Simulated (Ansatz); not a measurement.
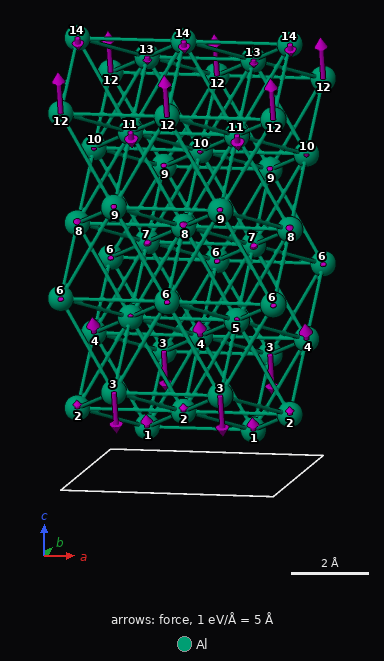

Starting geometry of a slab of composition Al (cut from the Fm-3m phase) with the computed forces as purple arrows. A ball-and-stick model of the 2 × 1 repeat of the cell, outlined in the plane, without the vacuum, seen slightly off an axis.

Case: (2 1 1) slab, atoms relaxed. The slab is the (2 1 1) face of Al.

Method: DFT PBEsol, scalar-relativistic, plane waves, PAW in Ansatz. Set-up: plane-wave cutoff 420 eV; k-point mesh 12 × 5 × 1; occupations gaussian; smearing width 0.1 eV; no spin polarisation; dipole correction; atoms relaxed in a fixed cell; force threshold 0.02 eV/Å; at most 60 steps.

Is this structure relaxed? If not, where do the atoms go?

It isn't relaxed: the largest force vector, on Al atoms, is 0.25 eV/Å. The atoms end up moving mostly along the starting forces (cosine between the two patterns 0.89). The energy falls by 35.6 meV per cell of the calculation in 2 geometry steps. The largest force component goes from 0.24 to 0.011 eV/Å. The largest moves relative to the layer's centre, 0.10 Å, are those of Al3 and Al12. Al3 goes along the normal (−c). The cell stays as it was. Near-neighbour distances that change, for instance: Al3–Al6 2.839 → 2.906 Å, Al10–Al12 2.839 → 2.896 Å, Al12–Al14 2.839 → 2.790 Å, Al11–Al12 2.839 → 2.887 Å. The run took 2 min on 1 thread of Arm Neoverse V2, on a shared host, peak memory 0.67 GiB.
